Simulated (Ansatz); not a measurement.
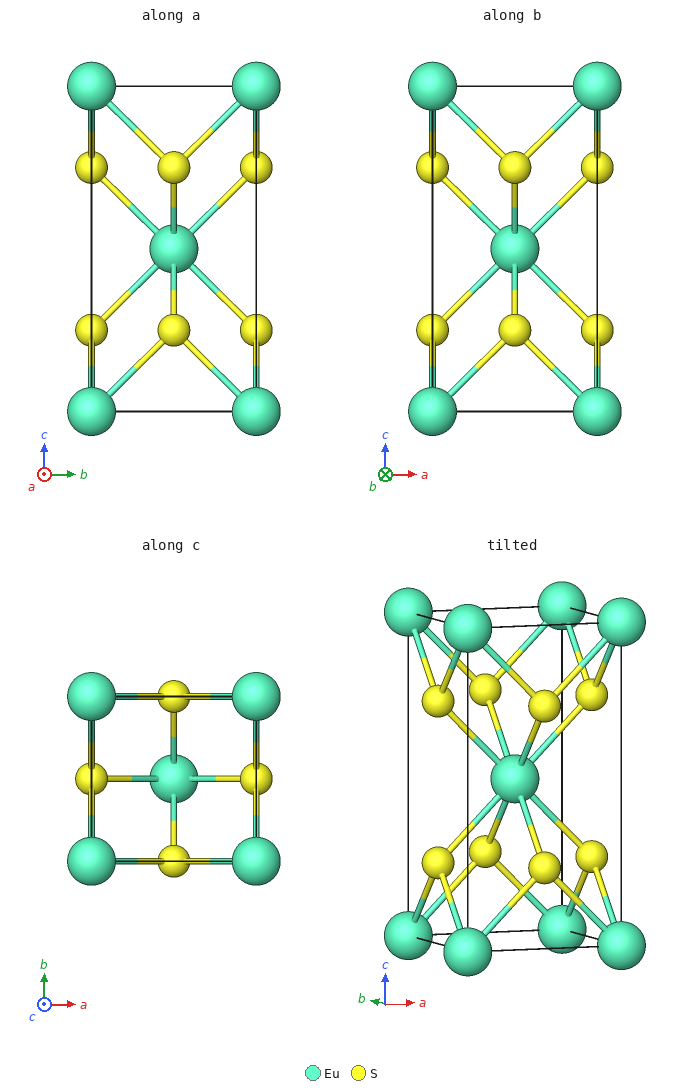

Ball-and-stick drawing of the structure, looking along the a axis, along the b axis, along the c axis and slightly off an axis. The wireframe shows the conventional unit cell.

Lattice parameters: a = 4.2096 Å, b = 4.2096 Å, c = 8.3140 Å, α = 90.000°, β = 90.000°, γ = 90.000°.

Question: Give the structure in the form of a CIF in P1 with every atom of the cell.

Answer:
```cif
data_structure
_symmetry_space_group_name_H-M 'P 1'
_symmetry_Int_Tables_number 1
_cell_length_a 4.2096
_cell_length_b 4.2096
_cell_length_c 8.3140
_cell_angle_alpha 90.000
_cell_angle_beta 90.000
_cell_angle_gamma 90.000
_cell_volume 147.33
loop_
_atom_site_label
_atom_site_type_symbol
_atom_site_fract_x
_atom_site_fract_y
_atom_site_fract_z
_atom_site_occupancy
Eu1 Eu 0.0000 0.0000 0.0000 1
S1 S 0.5000 0.0000 0.2500 1
S2 S 0.0000 0.5000 0.2500 1
Eu2 Eu 0.5000 0.5000 0.5000 1
S3 S 0.0000 0.5000 0.7500 1
S4 S 0.5000 0.0000 0.7500 1
```

The initial geometry was a structure type filled with these elements by a generator (whether the compound takes this form wasn't checked). It was relaxed at fixed volume with Ansatz, DFT PBE+U, scalar-relativistic, plane waves, PAW.
